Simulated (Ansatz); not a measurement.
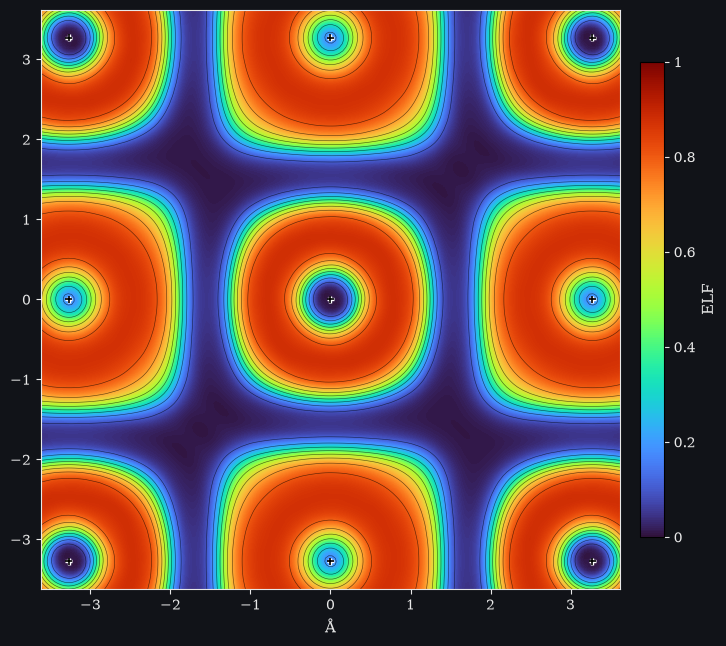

The electron localisation function on a plane through atoms (crosses mark nuclei in the plane).

All numbers below come from DFT PBEsol, scalar-relativistic, plane waves, PAW (Ansatz 0.2.0).

Candidates:
A. SiC, a = 3.08 Å, b = 3.08 Å, c = 5.05 Å, α = 90.00°, β = 90.00°, γ = 120.00°. Space group P6₃mc.
B. RbCl, a = 6.54 Å, b = 6.54 Å, c = 6.54 Å, α = 90.00°, β = 90.00°, γ = 90.00°. Space group Fm-3m.

### Which system is this?

Candidate B: RbCl on the (010) plane of the conventional cell, which holds Rb and Cl. Rb–Cl (3.27 Å): the ELF is about 0.05 at the midpoint; an ionic contact with no shared pair.
